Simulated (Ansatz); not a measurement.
# Run report: Ti, single-point calculation (part 2 of 2)

The same run, continued: Ti (slab, 15 atoms in the cell); DFT r2SCAN, scalar-relativistic, plane waves, PAW, no spin polarisation (Ansatz 0.2.0); cutoff 500 eV, 11×5×1 k-mesh, Gaussian smearing of 0.1 eV. The structure derives from an entry of the Crystallography Open Database. It belongs to a series of runs on one base structure; here: (2 1 0) slab cut from the bulk.

Geometry of the input (Å; fractional positions):
```
3.2518  0.0000  0.0000
0.0000  7.2712  0.0000
0.0000  0.0000  25.1797
Ti 0.5000  0.7000  0.2979
Ti 0.0000  0.4000  0.3267
Ti 0.5000  0.1000  0.3556
Ti 0.0000  0.8000  0.3845
Ti 0.5000  0.5000  0.4134
Ti 0.0000  0.2000  0.4422
Ti 0.5000  0.9000  0.4711
Ti 0.0000  0.6000  0.5000
Ti 0.5000  0.3000  0.5289
Ti 0.0000  0.0000  0.5578
Ti 0.5000  0.7000  0.5866
Ti 0.0000  0.4000  0.6155
Ti 0.5000  0.1000  0.6444
Ti 0.0000  0.8000  0.6733
Ti 0.5000  0.5000  0.7021
```

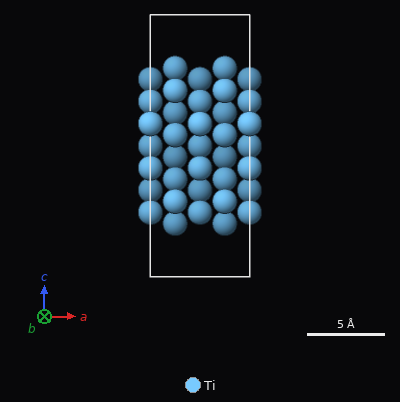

Figure 1. The structure as given in the input (spheres-only view of the 2 × 1 repeat of the cell, with the vacuum cut short, along the b axis). An atom can appear more than once, as a periodic image.

## Output, continued
```
  k-point 0: bands = ["-55.6875", "-55.6875", "-55.3601", "-55.3597", "-55.2908", "-55.2907", "-55.1293", "-55.0751", "-55.0386", "-55.0368", "-55.0335", "-55.0037", "-55.0028", "-54.9736", "-54.9334", "-31.0248", "-31.0246", "-30.8961", "-30.8958", "-30.7892", "-30.7891", "-30.6803", "-30.6789", "-30.6760", "-30.6739", "-30.6085", "-30.5998", "-30.5290", "-30.5248", "-30.4995", "-30.4893", "-30.4652", "-30.4470", "-30.4399", "-30.4171", "-30.3814", "-30.3800", "-30.3782", "-30.3498", "-30.3274", "-30.2822", "-30.2422", "-30.2183", "-30.2112", "-30.1855", "-30.1851", "-30.1666", "-30.1593", "-30.1501", "-30.1184", "-30.1127", "-30.1093", "-30.0451", "-30.0441", "-30.0228", "-30.0087", "-30.0045", "-29.9873", "-29.9621", "-29.9480", "-2.2935", "-1.4712", "-0.3696", "0.4881", "0.5244", "0.7345", "1.0007", "1.1086", "1.5233", "1.6235", "1.6267", "1.6433", "1.7160", "1.8622", "1.9380", "2.0493", "2.1698", "2.8059", "3.1841", "3.2591", "3.3850", "3.4175", "3.6235", "3.7541", "3.7686", "3.8978", "3.9362", "4.0577", "4.0594", "4.1379", "4.1768", "4.1837", "4.2072", "4.3571", "4.4313", "4.4954", "4.5094", "4.5391", "4.5473", "4.5941", "4.7482", "4.7643", "4.8005", "4.8788", "4.9073", "5.0578", "5.0912", "5.1070"]
  k-point 1: bands = ["-55.6875", "-55.6875", "-55.3600", "-55.3597", "-55.2909", "-55.2909", "-55.1250", "-55.0755", "-55.0592", "-55.0355", "-55.0196", "-55.0149", "-54.9860", "-54.9742", "-54.9369", "-31.0251", "-31.0247", "-30.9011", "-30.9006", "-30.7888", "-30.7887", "-30.6916", "-30.6823", "-30.6734", "-30.6664", "-30.6059", "-30.5954", "-30.5410", "-30.5286", "-30.5250", "-30.4693", "-30.4655", "-30.4392", "-30.4121", "-30.4065", "-30.3834", "-30.3824", "-30.3510", "-30.3402", "-30.3380", "-30.2863", "-30.2431", "-30.2255", "-30.2231", "-30.2127", "-30.1679", "-30.1674", "-30.1556", "-30.1497", "-30.1371", "-30.1134", "-30.0749", "-30.0538", "-30.0488", "-30.0198", "-30.0092", "-30.0048", "-29.9881", "-29.9703", "-29.9513", "-2.1519", "-1.3398", "-0.3310", "-0.2307", "0.3483", "0.8181", "1.0898", "1.1686", "1.4235", "1.5055", "1.6857", "1.6983", "1.7884", "1.9196", "1.9992", "2.1195", "2.2665", "2.7433", "2.9260", "3.0486", "3.4242", "3.5492", "3.6414", "3.7275", "3.7409", "3.7604", "3.8866", "3.9647", "4.1374", "4.1435", "4.1984", "4.3118", "4.3523", "4.4007", "4.4851", "4.5541", "4.5686", "4.6294", "4.6988", "4.7212", "4.8013", "4.8351", "4.8683", "4.9816", "5.0668", "5.0832", "5.1413", "5.1804"]
  k-point 2: bands = ["-55.6874", "-55.6874", "-55.3599", "-55.3597", "-55.2911", "-55.2911", "-55.1138", "-55.0879", "-55.0657", "-55.0358", "-55.0301", "-54.9981", "-54.9854", "-54.9626", "-54.9471", "-31.0256", "-31.0250", "-30.9089", "-30.9079", "-30.7881", "-30.7881", "-30.7041", "-30.6847", "-30.6745", "-30.6560", "-30.6044", "-30.5924", "-30.5621", "-30.5281", "-30.5255", "-30.4734", "-30.4621", "-30.4168", "-30.3911", "-30.3872", "-30.3839", "-30.3706", "-30.3545", "-30.3270", "-30.3182", "-30.2790", "-30.2755", "-30.2380", "-30.2256", "-30.2086", "-30.1766", "-30.1725", "-30.1664", "-30.1557", "-30.1308", "-30.1069", "-30.0665", "-30.0661", "-30.0296", "-30.0143", "-30.0115", "-30.0054", "-29.9941", "-29.9936", "-29.9523", "-1.7402", "-1.0976", "-0.9623", "-0.3526", "0.0428", "0.5843", "0.9680", "1.1829", "1.3395", "1.6645", "1.7449", "1.8625", "1.8883", "1.9655", "2.0888", "2.1400", "2.3697", "2.4179", "2.7618", "2.9519", "3.4153", "3.5405", "3.5623", "3.6327", "3.6397", "3.7671", "3.8025", "4.1354", "4.1895", "4.2224", "4.2376", "4.3601", "4.4737", "4.5385", "4.5931", "4.6572", "4.6687", "4.7456", "4.7494", "4.8153", "4.8201", "4.8937", "5.0566", "5.1382", "5.1651", "5.2462", "5.2959", "5.3542"]
  k-point 17: bands = ["-55.6731", "-55.6731", "-55.3256", "-55.3256", "-55.2970", "-55.2970", "-55.0393", "-55.0351", "-55.0270", "-55.0223", "-55.0129", "-55.0087", "-55.0057", "-54.9997", "-54.9972", "-31.0075", "-31.0070", "-30.9561", "-30.9556", "-30.8785", "-30.8782", "-30.7249", "-30.7205", "-30.6838", "-30.6684", "-30.6459", "-30.6390", "-30.6361", "-30.6308", "-30.5447", "-30.5322", "-30.4952", "-30.4855", "-30.4702", "-30.4395", "-30.4211", "-30.4128", "-30.4032", "-30.3817", "-30.3543", "-30.3278", "-30.2904", "-30.2557", "-30.2314", "-30.2182", "-30.2039", "-30.1944", "-30.1894", "-30.1651", "-30.1573", "-30.1456", "-30.1272", "-30.0760", "-30.0718", "-30.0532", "-30.0298", "-30.0177", "-29.9990", "-29.9836", "-29.9721", "0.9072", "1.1540", "1.1839", "1.3026", "1.5181", "1.5689", "1.6274", "1.6708", "1.9255", "1.9941", "2.1907", "2.3836", "2.7097", "2.8476", "3.0199", "3.0732", "3.0754", "3.1090", "3.1587", "3.2045", "3.2229", "3.2734", "3.3155", "3.3313", "3.4140", "3.4473", "3.4794", "3.5223", "3.5402", "3.5973", "3.6805", "3.6915", "3.7087", "3.7652", "3.8429", "3.9251", "3.9558", "4.0176", "4.1088", "4.1477", "4.1947", "4.2140", "4.4502", "4.8569", "4.9006", "5.0636", "5.1529", "5.5208"]
```

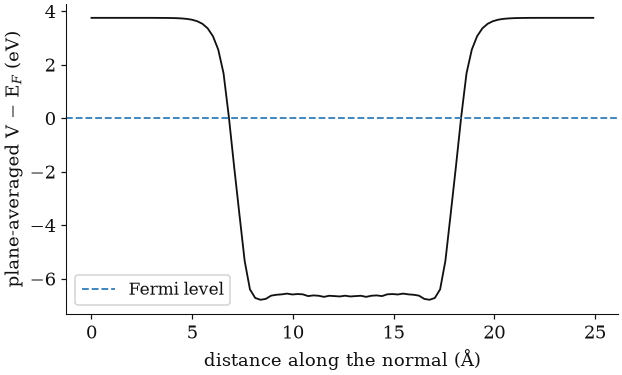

Figure 2. Plane average of the electrostatic potential energy of an electron across the cell, from the Fermi level. The vacuum level lies 3.75 eV above the Fermi level.

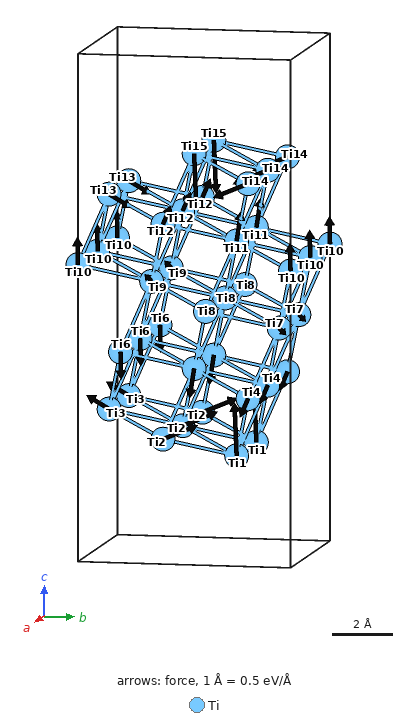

Figure 3. Forces on the atoms as black arrows (ball-and-stick view of the 2 × 1 repeat of the cell, with the vacuum cut short, seen slightly off an axis; atoms are numbered from 1 in the order of the input). The largest act on Ti1, Ti15 (0.91 eV/Å); Ti2, Ti14 (0.65 eV/Å); Ti5, Ti11 (0.52 eV/Å); Ti6, Ti10 (0.48 eV/Å), among others. The geometry is not a stationary point of this energy.

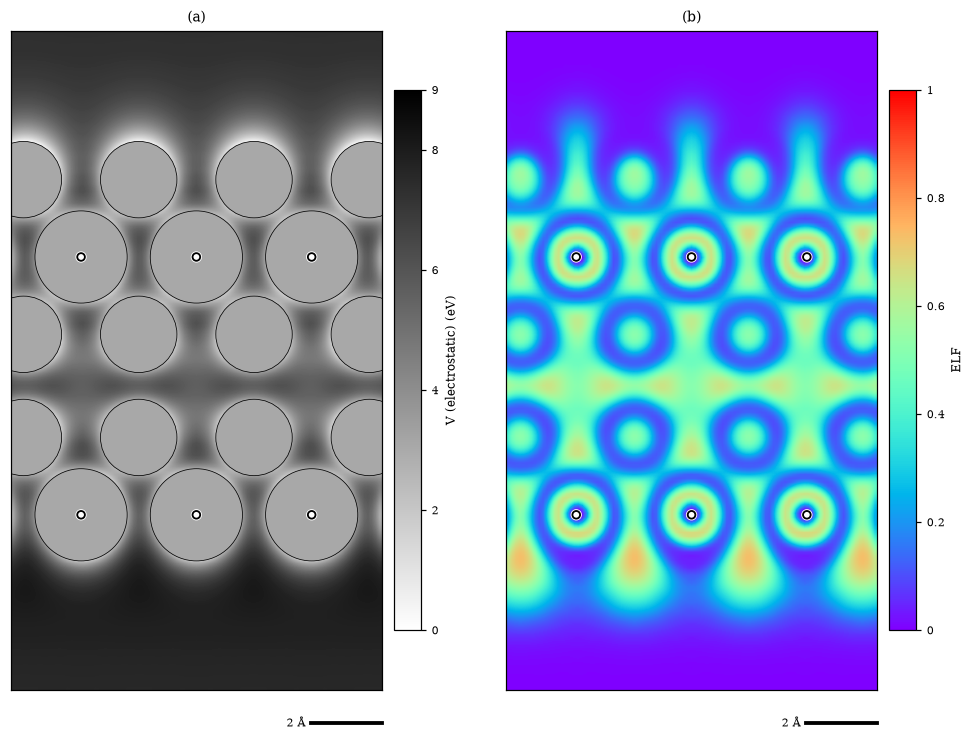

Figure 4. (a) electrostatic potential energy of an electron; (b) electron localisation function on the (010) plane of the calculation cell, a cut from vacuum to vacuum. Circles mark the nuclei in the plane (Ti). Grey discs, where drawn, cover atomic cores. The section cuts through Ti sites. The strong features right at Ti lie inside the PAW spheres (semicore, d or f shells) and say nothing about bonding. In a PAW calculation such maps are meaningful between the atoms, not at the nuclei.

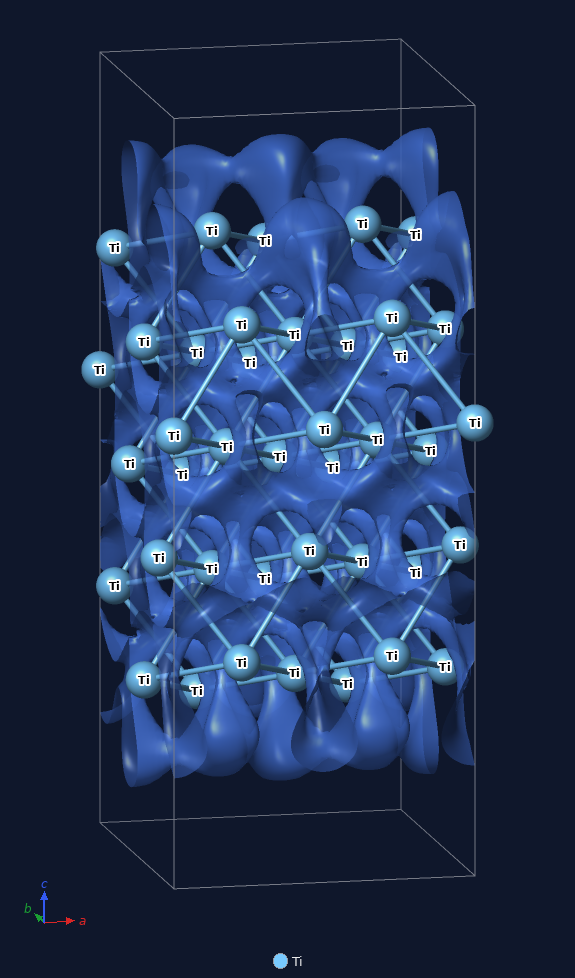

Figure 5. Isosurface of the ELF at 0.5 (blue), seen slightly off an axis. Only the valence region is drawn (cores and ρ < 0.01 e/Å³ removed). Sticks mark near contacts. The ELF exceeds this value in sheets that run through the cell in two directions, counted in one cell of 15 atoms.  Values along the shortest contacts: Ti–Ti (2.82 Å): the ELF is about 0.20 at the midpoint; no localised pair between them.

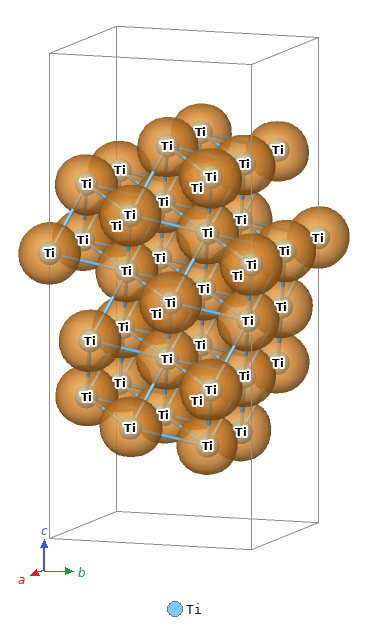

Figure 6. Isosurface of the valence charge density (pseudo) at 0.3 e/Å³ (orange), seen slightly off an axis. Sticks mark near contacts. At this value the density breaks into separate islands; it holds about 80 % of the electrons treated as valence (semicore included). It is pinched off along the Ti–Ti (2.82 Å) contacts. On the grid the lowest density along these lines, outside the cores, is 0.19 e/Å³ (Ti–Ti, 2.82 Å).

## Key numbers

| quantity | value |
| --- | --- |
| outcome | converged |
| electrons treated | 180 |
| free energy | −37557.5517 eV |
| work function, top face | 3.75 eV |
| work function, bottom face | 3.75 eV |
| Fermi energy | 3.754 eV |
| gap on the k-point mesh | none (metallic) |
| work function (upper face) | 3.75 eV |
| largest force (length of the vector) | 0.908 eV/Å |
| hardware | 4 threads of AMD EPYC (Zen 5), 32 GiB of memory available, shared host |
| wall time | 31 s (CPU time 2 min) |
| peak memory | 3 GiB |

## Remarks

Warnings of the run: the exchange-correlation potential is rough where the density is thin.
